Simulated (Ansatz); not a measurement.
**Geometry relaxation, with input and output: WS$_{2}$ (part 1 of 3)**

- system: WS$_{2}$ (P3m1, 9 atoms in the cell)
- method: DFT PBE, scalar-relativistic, plane waves, PAW, no spin polarisation (Ansatz 0.2.0)

The structure derives from a Materials Project entry. It belongs to a series of runs on one base structure; here: relaxed functional: PBE.

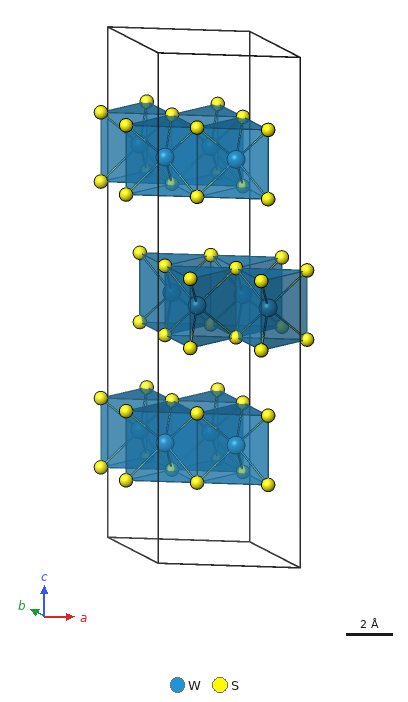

Figure 1. The starting structure (polyhedral view of the 2 × 2 repeat of the cell, with the vacuum cut short, seen slightly off an axis; polyhedra are completed across the faces of the cell). An atom can appear more than once, as a periodic image.

### Summary

| quantity | value |
| --- | --- |
| outcome | converged |
| space group (tolerance 0.01 Å) | P3m1 (156) → P-6m2 (187) |
| electrons treated | 78 |
| free energy | −36574.3199 eV |
| Fermi energy | 5.346 eV |
| gap on the k-point mesh | 1.68 eV |
| pressure | 0.00 GPa |
| final volume | 265.91 Å³ |
| largest force (length of the vector) at the end | 0.001 eV/Å |
| final cell | a = 3.188 Å, b = 3.188 Å, c = 30.220 Å, α = 90.00°, β = 90.00°, γ = 120.00° |
| hardware | 2 threads of AMD EPYC (Zen 3), 189 GiB of memory available, shared host |
| wall time | 5.3 min (CPU time 10 min) |
| peak memory | 0.63 GiB |

Warnings of the run: the exchange-correlation potential is rough where the density is thin. Spin–orbit coupling is left out, which matters for W.

### Input file
```yaml
crystal:
  lattice:
    - [3.1829541699, 0.0, 0.0]
    - [-1.591477085, 2.7565191702, 0.0]
    - [0.0, 0.0, 28.53221786]
  atoms:
    - { symbol: W, position: [0.6666666667, 0.3333333333, 0.65928643] }
    - { symbol: W, position: [0.3333333333, 0.6666666667, 0.88553378] }
    - { symbol: W, position: [0.3333333333, 0.6666666667, 0.43436168] }
    - { symbol: S, position: [0.6666666667, 0.3333333333, 0.94018573] }
    - { symbol: S, position: [0.6666666667, 0.3333333333, 0.48903042] }
    - { symbol: S, position: [0.3333333333, 0.6666666667, 0.71395221] }
    - { symbol: S, position: [0.6666666667, 0.3333333333, 0.83084828] }
    - { symbol: S, position: [0.6666666667, 0.3333333333, 0.37971025] }
    - { symbol: S, position: [0.3333333333, 0.6666666667, 0.60462521] }
basis:
  ecutwfc: 420
kpoints:
  mp_grid: { grid: [12, 12, 1] }
hamiltonian:
  xc: pbe
scf:
  occupations: { method: gaussian, width: 0.02 }
output:
  forces: true
  stress: true
  eigenvalues: true
  write_density: true
  write_potential: true
  elf: true
  volumetric_format: npy
relax:
  adjacent_minimum: "off"
  f_tol: 0.01
  max_steps: 60
  cell: { stress_tol: 0.05 }
```

Command:
```bash
ansatz run input.yaml --threads 2 --pin off --max-ram 5120MiB --backend cpu --events-out ev --progress --plain --runs-dir out
```

### The program's output
```
Engine: ansatz 0.2.0, x86_64-unknown-linux-gnu
Pseudopotentials: kind: paw
Pseudopotential: W, paw, valence charge 14, recommended cutoff 420 eV (normal), W.paw.azcp
Pseudopotential: S, paw, valence charge 6, recommended cutoff 420 eV (normal), S.paw.azcp
Functional definition: PBE
  parameter kappa = 0.804
  parameter beta = 0.06672455060314922
  exchange = pbe_x(kappa = kappa, mu = beta*pi^2/3)
  correlation = pbe_c(beta = beta)
Crystal: 9 atoms, lattice volume = 250.338 Å³
Basis set: ecut = 420 eV, 4931 PW (Γ), exchange–correlation on 48×48×384 points (8 copies of the dense FFT grid, shifted against one another)
Bands: 48, of which v1, the nominal top of the filled ones, is band 39 counted from 1 (38 counted from 0)
Symmetry: 6 space group operations
Space group: P3m1 (ITA 156), of the structure as read, at distance tolerance 6.3e-5 Å
k-points: 19 of 144 (time reversal used)
Non-local potential: W, projectors of the file, l = 0: 3, l = 1: 2, l = 2: 2, l = 3: 1
Non-local potential: S, projectors of the file, l = 0: 2, l = 1: 2, l = 2: 2
PAW form: soft (Blöchl's): semilocal exchange-correlation on the pseudo side does not see the compensation charge
PAW one-centre angular grid: W, 590 points (default); XC on 64 Gauss nodes
PAW one-centre angular grid: S, 110 points (default); XC on 64 Gauss nodes
Initial density: superposition of atomic densities (neutral atoms: chi_scale 0, normalization atom), corrected by the library's trained network
Initial wavefunctions: pseudopotential atomic-orbital guess
Functional: x = pbe(κ = 0.804, μ = 0.2195149727645171), c = pbe(β = 0.06672455060314922)
SCF iter   1: F=—  HF=-36574.259088 eV  |F-HF|=—  |Δ(HF+E_count)|=         —  Δρ=4.45e-3  dr2=7.56e-2  ethr=1.77e-3  ⟨swp⟩=8.5  Hψ=4432  notcnv=0
preconditioner: auto → Resta (q_TF=auto, 2.246 Å⁻¹)  ε∞=5.3  [insulator: Δε(μ)=1.230 eV  Ē_g=8.346 eV  σ=0.020 eV  W_gap=1.00  n_scr=20 (ndim 8)  ℏωp=17.2 eV  f_vac=0.334  D(μ)=0.00/eV (n_scr^D=0)  ε∞_Penn≈5.3  vacuum switching on, ρ_ref=5.1e-3 e/Å³]
SCF iter   2: F=—  HF=-36574.262061 eV  |F-HF|=—  |Δ(HF+E_count)|=   2.97e-3  Δρ=2.32e-3  dr2=7.99e-3  ethr=9.69e-5  ⟨swp⟩=3.1  Hψ=1658  notcnv=0  defer=46
SCF iter   3: F=—  HF=-36574.266497 eV  |F-HF|=—  |Δ(HF+E_count)|=   4.44e-3  Δρ=1.30e-3  dr2=1.81e-3  ethr=1.02e-5  ⟨swp⟩=2.4  Hψ=1397  notcnv=0  defer=46
SCF iter   4: F=—  HF=-36574.268906 eV  |F-HF|=—  |Δ(HF+E_count)|=   2.41e-3  Δρ=5.33e-4  dr2=4.86e-4  ethr=2.33e-6  ⟨swp⟩=2.3  Hψ=1429  notcnv=0  defer=46
SCF iter   5: F=—  HF=-36574.269305 eV  |F-HF|=—  |Δ(HF+E_count)|=   4.00e-4  Δρ=1.15e-4  dr2=4.24e-5  ethr=6.23e-7  ⟨swp⟩=2.0  Hψ=1291  notcnv=0  defer=46
SCF iter   6: F=—  HF=-36574.269344 eV  |F-HF|=—  |Δ(HF+E_count)|=   3.88e-5  Δρ=2.29e-5  dr2=5.27e-6  ethr=5.43e-8  ⟨swp⟩=2.4  Hψ=1587  notcnv=0  defer=46
SCF iter   7: F=—  HF=-36574.269343 eV  |F-HF|=—  |Δ(HF+E_count)|=   9.31e-7  Δρ=8.84e-6  dr2=5.01e-7  ethr=6.76e-9  ⟨swp⟩=2.3  Hψ=1393  notcnv=0  defer=46
SCF iter   8: F=-36574.269343 eV  HF=-36574.269343 eV  |F-HF|=3.87e-8  |Δ(HF+E_count)|=   8.40e-9  Δρ=2.73e-6  dr2=5.00e-8  ethr=1.28e-10  ⟨swp⟩=18.6  Hψ=8460  notcnv=0
SCF 1 converged in 8 iterations: F = -36574.269343 eV  dr2 = 5.00e-8
  greatest PAW one-centre occupation: 1.000 electrons in one spin orbital (limit 2), on the W atom at site 1 (counted from 0), in its partial waves of l = 0
relax step   1: F+E_penalty+E_count = -36574.26934317 eV  Δ(F+E_penalty+E_count) = +0.000e0 eV  max|allowed force component| = 2.655e-1 eV/Å  Δτ_max = 0.0000 Å  P = +1.244 GPa  Ω = 250.338 Å³  (8 SCF iters, dr2 threshold 1.00e-7 eV, accepted)
Crystal: 9 atoms, lattice volume = 256.832 Å³
Basis set: ecut = 420 eV, 5077 PW (Γ), exchange–correlation on 48×48×384 points (8 copies of the dense FFT grid, shifted against one another)
Initial density: handed on by an earlier stage of this run
Initial wavefunctions: those handed on with the density
iter 1 solved again at ethr=3.91e-4 eV; its pass at ethr=3.10e-3 eV (dr2=3.05e-1 eV) is discarded
SCF iter   1: F=—  HF=-36574.337389 eV  |F-HF|=—  |Δ(HF+E_count)|=         —  Δρ=1.23e-2  dr2=3.08e-1  ethr=3.91e-4  ⟨swp⟩=1.5  Hψ=5140  notcnv=0
preconditioner: auto → Resta (q_TF=auto, 2.237 Å⁻¹)  ε∞=5.2  [insulator: Δε(μ)=1.501 eV  Ē_g=8.295 eV  σ=0.020 eV  W_gap=1.00  n_scr=20 (ndim 8)  ℏωp=17.0 eV  f_vac=0.342  D(μ)=0.00/eV (n_scr^D=0)  ε∞_Penn≈5.2  vacuum switching on, ρ_ref=5.0e-3 e/Å³]
SCF iter   2: F=—  HF=-36574.309446 eV  |F-HF|=—  |Δ(HF+E_count)|=   2.79e-2  Δρ=6.09e-3  dr2=6.53e-2  ethr=3.91e-4  ⟨swp⟩=3.5  Hψ=1391  notcnv=0
SCF iter   3: F=—  HF=-36574.305157 eV  |F-HF|=—  |Δ(HF+E_count)|=   4.29e-3  Δρ=3.11e-3  dr2=1.76e-2  ethr=8.37e-5  ⟨swp⟩=3.3  Hψ=1395  notcnv=0  defer=8
SCF iter   4: F=—  HF=-36574.305021 eV  |F-HF|=—  |Δ(HF+E_count)|=   1.35e-4  Δρ=2.51e-4  dr2=3.42e-4  ethr=2.26e-5  ⟨swp⟩=2.7  Hψ=1601  notcnv=0  defer=46
SCF iter   5: F=—  HF=-36574.305140 eV  |F-HF|=—  |Δ(HF+E_count)|=   1.19e-4  Δρ=9.06e-5  dr2=7.43e-5  ethr=4.38e-7  ⟨swp⟩=2.1  Hψ=1522  notcnv=0  defer=39
SCF iter   6: F=—  HF=-36574.305146 eV  |F-HF|=—  |Δ(HF+E_count)|=   5.91e-6  Δρ=6.53e-5  dr2=5.12e-5  ethr=9.52e-8  ⟨swp⟩=2.1  Hψ=1348  notcnv=0  defer=39
SCF iter   7: F=—  HF=-36574.305143 eV  |F-HF|=—  |Δ(HF+E_count)|=   3.30e-6  Δρ=2.66e-5  dr2=8.93e-6  ethr=6.57e-8  ⟨swp⟩=2.1  Hψ=1040  notcnv=0  defer=40
SCF iter   8: F=—  HF=-36574.305142 eV  |F-HF|=—  |Δ(HF+E_count)|=   6.71e-7  Δρ=8.07e-6  dr2=1.09e-6  ethr=1.14e-8  ⟨swp⟩=2.0  Hψ=1244  notcnv=0  defer=40
iter 9 did not close the SCF: its close was put off until two iterations running show no level that it waits for move by more than its bar (scf_convergence_deferred on its scf_iter line)
SCF iter   9: F=-36574.305142 eV  HF=-36574.305142 eV  |F-HF|=3.58e-8  |Δ(HF+E_count)|=   1.29e-7  Δρ=2.91e-6  dr2=6.12e-8  ethr=1.15e-9  ⟨swp⟩=17.5  Hψ=8303  notcnv=0
iter 10 did not close the SCF: its close was put off until two iterations running show no level that it waits for move by more than its bar (scf_convergence_deferred on its scf_iter line)
SCF iter  10: F=-36574.305142 eV  HF=-36574.305142 eV  |F-HF|=3.14e-9  |Δ(HF+E_count)|=  1.53e-10  Δρ=8.72e-7  dr2=7.68e-9  ethr=7.84e-11  ⟨swp⟩=8.4  Hψ=6649  notcnv=0
SCF iter  11: F=-36574.305142 eV  HF=-36574.305142 eV  |F-HF|=4.96e-9  |Δ(HF+E_count)|=   1.64e-9  Δρ=7.56e-7  dr2=6.02e-9  ethr=9.85e-12  ⟨swp⟩=7.7  Hψ=6214  notcnv=0
SCF 2 converged in 11 iterations: F = -36574.305142 eV  dr2 = 6.02e-9
relax step   2: F+E_penalty+E_count = -36574.30514187 eV  Δ(F+E_penalty+E_count) = -3.580e-2 eV  max|allowed force component| = 8.835e-2 eV/Å  Δτ_max = 0.1948 Å  P = -0.231 GPa  Ω = 256.832 Å³  energy of the carried Pulay correction = -7.205e-4 eV  (11 SCF iters, dr2 threshold 9.00e-7 eV, accepted)
Crystal: 9 atoms, lattice volume = 259.571 Å³
Basis set: ecut = 420 eV, 5151 PW (Γ), exchange–correlation on 48×48×384 points (8 copies of the dense FFT grid, shifted against one another)
iter 1 solved again at ethr=1.62e-4 eV; its pass at ethr=3.10e-3 eV (dr2=1.27e-1 eV) is discarded
SCF iter   1: F=—  HF=-36574.326736 eV  |F-HF|=—  |Δ(HF+E_count)|=         —  Δρ=8.07e-3  dr2=1.28e-1  ethr=1.62e-4  ⟨swp⟩=2.4  Hψ=4970  notcnv=0
preconditioner: auto → Resta (q_TF=auto, 2.233 Å⁻¹)  ε∞=5.2  [insulator: Δε(μ)=1.536 eV  Ē_g=8.295 eV  σ=0.020 eV  W_gap=1.00  n_scr=20 (ndim 8)  ℏωp=16.9 eV  f_vac=0.355  D(μ)=0.00/eV (n_scr^D=0)  ε∞_Penn≈5.2  vacuum switching on, ρ_ref=5.0e-3 e/Å³]
SCF iter   2: F=—  HF=-36574.314774 eV  |F-HF|=—  |Δ(HF+E_count)|=   1.20e-2  Δρ=4.00e-3  dr2=2.70e-2  ethr=1.62e-4  ⟨swp⟩=3.2  Hψ=1359  notcnv=0  defer=6
SCF iter   3: F=—  HF=-36574.312798 eV  |F-HF|=—  |Δ(HF+E_count)|=   1.98e-3  Δρ=1.98e-3  dr2=6.37e-3  ethr=3.46e-5  ⟨swp⟩=3.1  Hψ=1480  notcnv=0  defer=7
SCF iter   4: F=—  HF=-36574.312968 eV  |F-HF|=—  |Δ(HF+E_count)|=   1.70e-4  Δρ=2.09e-4  dr2=1.64e-4  ethr=8.16e-6  ⟨swp⟩=2.6  Hψ=1599  notcnv=0  defer=5
SCF iter   5: F=—  HF=-36574.312969 eV  |F-HF|=—  |Δ(HF+E_count)|=   7.57e-8  Δρ=1.49e-4  dr2=1.67e-4  ethr=2.10e-7  ⟨swp⟩=2.5  Hψ=1719  notcnv=0  defer=2
SCF iter   6: F=—  HF=-36574.312947 eV  |F-HF|=—  |Δ(HF+E_count)|=   2.14e-5  Δρ=4.61e-5  dr2=1.28e-5  ethr=2.10e-7  ⟨swp⟩=2.2  Hψ=1241  notcnv=0
SCF iter   7: F=—  HF=-36574.312946 eV  |F-HF|=—  |Δ(HF+E_count)|=   1.22e-6  Δρ=1.46e-5  dr2=1.76e-6  ethr=1.64e-8  ⟨swp⟩=2.1  Hψ=1579  notcnv=0
SCF iter   8: F=-36574.312946 eV  HF=-36574.312946 eV  |F-HF|=2.08e-7  |Δ(HF+E_count)|=   1.97e-7  Δρ=4.64e-6  dr2=2.59e-7  ethr=6.26e-10  ⟨swp⟩=16.1  Hψ=8453  notcnv=0
SCF 3 converged in 8 iterations: F = -36574.312946 eV  dr2 = 2.59e-7
  greatest PAW one-centre occupation: 1.000 electrons in one spin orbital (limit 2), on the W atom at site 2 (counted from 0), in its partial waves of l = 0
relax step   3: F+E_penalty+E_count = -36574.31294551 eV  Δ(F+E_penalty+E_count) = -7.804e-3 eV  max|allowed force component| = 1.153e-2 eV/Å  Δτ_max = 0.1319 Å  P = -0.026 GPa  Ω = 259.571 Å³  energy of the carried Pulay correction = -1.019e-3 eV  (8 SCF iters, dr2 threshold 4.88e-7 eV, accepted)
Crystal: 9 atoms, lattice volume = 261.563 Å³
Basis set: ecut = 420 eV, 5139 PW (Γ), exchange–correlation on 48×48×384 points (8 copies of the dense FFT grid, shifted against one another)
iter 1 solved again at ethr=2.51e-4 eV; its pass at ethr=3.10e-3 eV (dr2=1.96e-1 eV) is discarded
SCF iter   1: F=—  HF=-36574.337283 eV  |F-HF|=—  |Δ(HF+E_count)|=         —  Δρ=1.00e-2  dr2=2.02e-1  ethr=2.51e-4  ⟨swp⟩=2.2  Hψ=5114  notcnv=0
preconditioner: auto → Resta (q_TF=auto, 2.230 Å⁻¹)  ε∞=5.1  [insulator: Δε(μ)=1.668 eV  Ē_g=8.312 eV  σ=0.020 eV  W_gap=1.00  n_scr=20 (ndim 8)  ℏωp=16.9 eV  f_vac=0.368  D(μ)=0.00/eV (n_scr^D=0)  ε∞_Penn≈5.1  vacuum switching on, ρ_ref=5.0e-3 e/Å³]
SCF iter   2: F=—  HF=-36574.318275 eV  |F-HF|=—  |Δ(HF+E_count)|=   1.90e-2  Δρ=4.99e-3  dr2=4.25e-2  ethr=2.51e-4  ⟨swp⟩=3.3  Hψ=1404  notcnv=0  defer=2
SCF iter   3: F=—  HF=-36574.315572 eV  |F-HF|=—  |Δ(HF+E_count)|=   2.70e-3  Δρ=2.41e-3  dr2=8.92e-3  ethr=5.45e-5  ⟨swp⟩=3.5  Hψ=1533  notcnv=0  defer=4
SCF iter   4: F=—  HF=-36574.315910 eV  |F-HF|=—  |Δ(HF+E_count)|=   3.38e-4  Δρ=2.71e-4  dr2=3.42e-4  ethr=1.14e-5  ⟨swp⟩=2.6  Hψ=1552  notcnv=0  defer=6
SCF iter   5: F=—  HF=-36574.315948 eV  |F-HF|=—  |Δ(HF+E_count)|=   3.80e-5  Δρ=2.14e-4  dr2=3.41e-4  ethr=4.38e-7  ⟨swp⟩=2.5  Hψ=1635  notcnv=0
SCF iter   6: F=—  HF=-36574.315907 eV  |F-HF|=—  |Δ(HF+E_count)|=   4.11e-5  Δρ=3.88e-5  dr2=1.86e-5  ethr=4.37e-7  ⟨swp⟩=2.1  Hψ=1217  notcnv=0
SCF iter   7: F=—  HF=-36574.315897 eV  |F-HF|=—  |Δ(HF+E_count)|=   9.71e-6  Δρ=1.11e-5  dr2=1.33e-6  ethr=2.38e-8  ⟨swp⟩=2.4  Hψ=1463  notcnv=0
SCF iter   8: F=—  HF=-36574.315897 eV  |F-HF|=—  |Δ(HF+E_count)|=   2.04e-7  Δρ=6.51e-6  dr2=7.31e-7  ethr=1.71e-9  ⟨swp⟩=2.1  Hψ=1361  notcnv=0
SCF iter   9: F=—  HF=-36574.315897 eV  |F-HF|=—  |Δ(HF+E_count)|=   7.04e-8  Δρ=3.03e-6  dr2=1.55e-7  ethr=9.37e-10  ⟨swp⟩=2.0  Hψ=1135  notcnv=0
SCF iter  10: F=-36574.315897 eV  HF=-36574.315897 eV  |F-HF|=1.04e-8  |Δ(HF+E_count)|=   7.97e-9  Δρ=1.16e-6  dr2=1.61e-8  ethr=7.30e-11  ⟨swp⟩=13.8  Hψ=6947  notcnv=0
SCF 4 converged in 10 iterations: F = -36574.315897 eV  dr2 = 1.61e-8
  greatest PAW one-centre occupation: 1.000 electrons in one spin orbital (limit 2), on the W atom at site 0 (counted from 0), in its partial waves of l = 0
relax step   4: F+E_penalty+E_count = -36574.31589653 eV  Δ(F+E_penalty+E_count) = -2.951e-3 eV  max|allowed force component| = 1.725e-2 eV/Å  Δτ_max = 0.1524 Å  P = +0.229 GPa  Ω = 261.563 Å³  energy of the carried Pulay correction = -1.234e-3 eV  (10 SCF iters, dr2 threshold 5.69e-8 eV, accepted)
Crystal: 9 atoms, lattice volume = 264.587 Å³
Basis set: ecut = 420 eV, 5249 PW (Γ), exchange–correlation on 48×48×384 points (8 copies of the dense FFT grid, shifted against one another)
iter 1 solved again at ethr=9.18e-5 eV; its pass at ethr=3.10e-3 eV (dr2=7.16e-2 eV) is discarded
SCF iter   1: F=—  HF=-36574.325407 eV  |F-HF|=—  |Δ(HF+E_count)|=         —  Δρ=5.98e-3  dr2=7.18e-2  ethr=9.18e-5  ⟨swp⟩=2.5  Hψ=4851  notcnv=0
preconditioner: auto → Resta (q_TF=auto, 2.226 Å⁻¹)  ε∞=5.1  [insulator: Δε(μ)=1.651 eV  Ē_g=8.302 eV  σ=0.020 eV  W_gap=1.00  n_scr=20 (ndim 8)  ℏωp=16.8 eV  f_vac=0.374  D(μ)=0.00/eV (n_scr^D=0)  ε∞_Penn≈5.1  vacuum switching on, ρ_ref=5.0e-3 e/Å³]
SCF iter   2: F=—  HF=-36574.318652 eV  |F-HF|=—  |Δ(HF+E_count)|=   6.76e-3  Δρ=2.97e-3  dr2=1.52e-2  ethr=9.18e-5  ⟨swp⟩=3.3  Hψ=1351  notcnv=0  defer=7
SCF iter   3: F=—  HF=-36574.317561 eV  |F-HF|=—  |Δ(HF+E_count)|=   1.09e-3  Δρ=1.46e-3  dr2=3.43e-3  ethr=1.95e-5  ⟨swp⟩=2.8  Hψ=1456  notcnv=0  defer=5
SCF iter   4: F=—  HF=-36574.317659 eV  |F-HF|=—  |Δ(HF+E_count)|=   9.80e-5  Δρ=1.51e-4  dr2=7.90e-5  ethr=4.39e-6  ⟨swp⟩=2.3  Hψ=1467  notcnv=0  defer=3
SCF iter   5: F=—  HF=-36574.317660 eV  |F-HF|=—  |Δ(HF+E_count)|=   6.90e-7  Δρ=8.02e-5  dr2=4.83e-5  ethr=1.01e-7  ⟨swp⟩=2.2  Hψ=1626  notcnv=0
SCF iter   6: F=—  HF=-36574.317654 eV  |F-HF|=—  |Δ(HF+E_count)|=   6.53e-6  Δρ=3.46e-5  dr2=7.50e-6  ethr=6.19e-8  ⟨swp⟩=2.0  Hψ=1255  notcnv=0
SCF iter   7: F=—  HF=-36574.317653 eV  |F-HF|=—  |Δ(HF+E_count)|=   7.51e-7  Δρ=1.18e-5  dr2=1.06e-6  ethr=9.61e-9  ⟨swp⟩=2.1  Hψ=1572  notcnv=0
SCF iter   8: F=-36574.317653 eV  HF=-36574.317653 eV  |F-HF|=3.67e-8  |Δ(HF+E_count)|=   1.34e-7  Δρ=2.94e-6  dr2=7.54e-8  ethr=3.86e-10  ⟨swp⟩=17.2  Hψ=8157  notcnv=0
SCF 5 converged in 8 iterations: F = -36574.317653 eV  dr2 = 7.54e-8
relax step   5: F+E_penalty+E_count = -36574.31765262 eV  Δ(F+E_penalty+E_count) = -1.756e-3 eV  max|allowed force component| = 2.450e-2 eV/Å  Δτ_max = 0.0935 Å  P = +0.071 GPa  Ω = 264.587 Å³  energy of the carried Pulay correction = -1.557e-3 eV  (8 SCF iters, dr2 threshold 3.01e-7 eV, accepted)
Crystal: 9 atoms, lattice volume = 265.367 Å³
iter 1 solved again at ethr=1.66e-5 eV; its pass at ethr=3.10e-3 eV (dr2=1.29e-2 eV) is discarded
```
